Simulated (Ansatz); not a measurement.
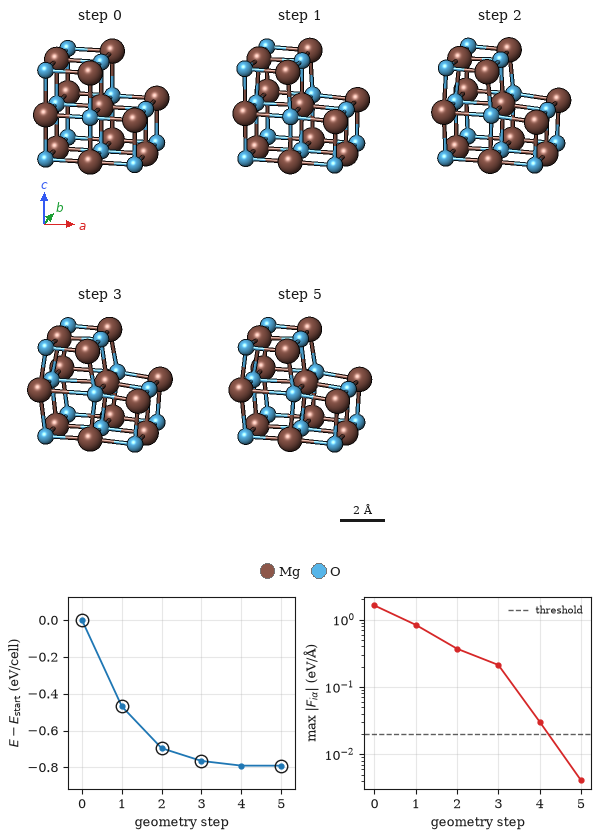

Frames of a constrained relaxation of a slab of composition MgO (cut from the Fm-3m phase), marked on the history of the run. The picture is a ball-and-stick view of the atoms within 4.2 Å of the atom that moves most (axes of the 1 × 2 repeat of the cell, outlined in the plane, without the vacuum (origin shifted)), seen slightly off an axis.

Case: stripe over 1 of 3 cells, two steps. 12 atoms are held fixed.

All numbers below come from DFT PBE, scalar-relativistic, plane waves, PAW (Ansatz 0.2.0).

Input
```yaml
crystal:
  lattice:
    - [12.7611135581, 0.0, 0.0]
    - [0.0, 4.2537045194, 0.0]
    - [0.0, 0.0, 18.380556779]
  atoms:
    - { symbol: Mg, position: [0.0, 0.0, 0.081607974] }
    - { symbol: O, position: [0.1666666667, 0.0, 0.081607974] }
    - { symbol: Mg, position: [0.0, 0.5, 0.1973200433] }
    - { symbol: O, position: [0.1666666667, 0.5, 0.1973200433] }
    - { symbol: Mg, position: [0.1666666667, 0.0, 0.1973200433] }
    - { symbol: O, position: [0.0, 0.0, 0.1973200433] }
    - { symbol: Mg, position: [0.1666666667, 0.5, 0.081607974] }
    - { symbol: O, position: [0.0, 0.5, 0.081607974] }
    - { symbol: Mg, position: [0.3333333333, 0.0, 0.081607974] }
    - { symbol: O, position: [0.5, 0.0, 0.081607974] }
    - { symbol: Mg, position: [0.3333333333, 0.5, 0.1973200433] }
    - { symbol: O, position: [0.5, 0.5, 0.1973200433] }
    - { symbol: Mg, position: [0.5, 0.0, 0.1973200433] }
    - { symbol: O, position: [0.3333333333, 0.0, 0.1973200433] }
    - { symbol: Mg, position: [0.5, 0.5, 0.081607974] }
    - { symbol: O, position: [0.3333333333, 0.5, 0.081607974] }
    - { symbol: Mg, position: [0.6666666667, 0.0, 0.081607974] }
    - { symbol: O, position: [0.8333333333, 0.0, 0.081607974] }
    - { symbol: Mg, position: [0.6666666667, 0.5, 0.1973200433] }
    - { symbol: O, position: [0.8333333333, 0.5, 0.1973200433] }
    - { symbol: Mg, position: [0.8333333333, 0.0, 0.1973200433] }
    - { symbol: O, position: [0.6666666667, 0.0, 0.1973200433] }
    - { symbol: Mg, position: [0.8333333333, 0.5, 0.081607974] }
    - { symbol: O, position: [0.6666666667, 0.5, 0.081607974] }
    - { symbol: Mg, position: [0.0, 0.0, 0.3130321126] }
    - { symbol: O, position: [0.1666666667, 0.0, 0.3130321126] }
    - { symbol: Mg, position: [0.1666666667, 0.5, 0.3130321126] }
    - { symbol: O, position: [0.0, 0.5, 0.3130321126] }
    - { symbol: Mg, position: [0.3333333333, 0.0, 0.3130321126] }
    - { symbol: O, position: [0.5, 0.0, 0.3130321126] }
    - { symbol: Mg, position: [0.5, 0.5, 0.3130321126] }
    - { symbol: O, position: [0.3333333333, 0.5, 0.3130321126] }
    - { symbol: Mg, position: [0.6666666667, 0.0, 0.3130321126] }
    - { symbol: O, position: [0.8333333333, 0.0, 0.3130321126] }
    - { symbol: Mg, position: [0.8333333333, 0.5, 0.3130321126] }
    - { symbol: O, position: [0.6666666667, 0.5, 0.3130321126] }
    - { symbol: Mg, position: [0.0, 0.5, 0.4287441819] }
    - { symbol: O, position: [0.1666666667, 0.5, 0.4287441819] }
    - { symbol: Mg, position: [0.1666666667, 0.0, 0.4287441819] }
    - { symbol: O, position: [0.0, 0.0, 0.4287441819] }
basis:
  ecutwfc: 420
kpoints:
  mp_grid: { grid: [2, 6, 1] }
hamiltonian:
  xc: pbe
scf:
  occupations: { method: gaussian, width: 0.05 }
output:
  forces: true
  eigenvalues: true
  populations: true
  write_density: true
  write_potential: true
  elf: true
  volumetric_format: npy
relax:
  adjacent_minimum: "off"
  f_tol: 0.02
  max_steps: 45
  constraints: [{ sites: [0, 1, 6, 7, 8, 9, 14, 15, 16, 17, 22, 23] }]
efield:
  axis: 3
  dipole_correction: true
  ramp_width: 0.04
```

Command:
```bash
ansatz run input.yaml --threads 4 --pin off --max-ram 11264MiB --backend cpu --events-out ev --progress --plain --runs-dir out
```

Describe the path.

Answer. After 5 geometry steps the energy has fallen by 0.791 eV per cell of the calculation. The largest force component goes from 1.6 to 0.0041 eV/Å. The largest moves, 0.28 Å, are those of Mg25 and Mg27. Mg27 goes at 53° to the normal (+c side). Largest moves by element: Mg 0.28 Å, O 0.22 Å. The cell doesn't change. Near-neighbour distances that change, for instance: Mg25–O26 2.127 → 2.524 Å, Mg37–O38 2.127 → 1.970 Å, O4–Mg27 2.127 → 2.221 Å, O26–Mg39 2.127 → 2.045 Å. Bond angles that change, for instance: O32–Mg27–O38 90.0° → 102.6°, O4–Mg27–O38 180.0° → 167.5°, O28–Mg37–O38 90.0° → 100.7°. Cost: 3.3 min on 4 threads of Intel(R) Xeon(R) Platinum 8488C (Sapphire Rapids), on a shared host, peak memory 4 GiB. From step 0 to 1: Mg atoms move most (0.12 Å), energy −0.469 eV per cell of the calculation. From step 1 to 2: Mg and O atoms move most (0.08 Å), energy −0.227 eV per cell of the calculation. From step 2 to 3: Mg atoms move most (0.20 Å), energy −69.2 meV per cell of the calculation. From step 3 to 5: O atoms move most (0.07 Å), energy −25.7 meV per cell of the calculation.

```json
{"step": "0", "E − E(0), meV/atom": "0.00", "largest force component, eV/Å": "1.6231"}
{"step": "1", "E − E(0), meV/atom": "-11.73", "largest force component, eV/Å": "0.8370"}
{"step": "2", "E − E(0), meV/atom": "-17.40", "largest force component, eV/Å": "0.3697"}
{"step": "3", "E − E(0), meV/atom": "-19.13", "largest force component, eV/Å": "0.2123"}
{"step": "4", "E − E(0), meV/atom": "-19.77", "largest force component, eV/Å": "0.0304"}
{"step": "5", "E − E(0), meV/atom": "-19.77", "largest force component, eV/Å": "0.0041"}
```
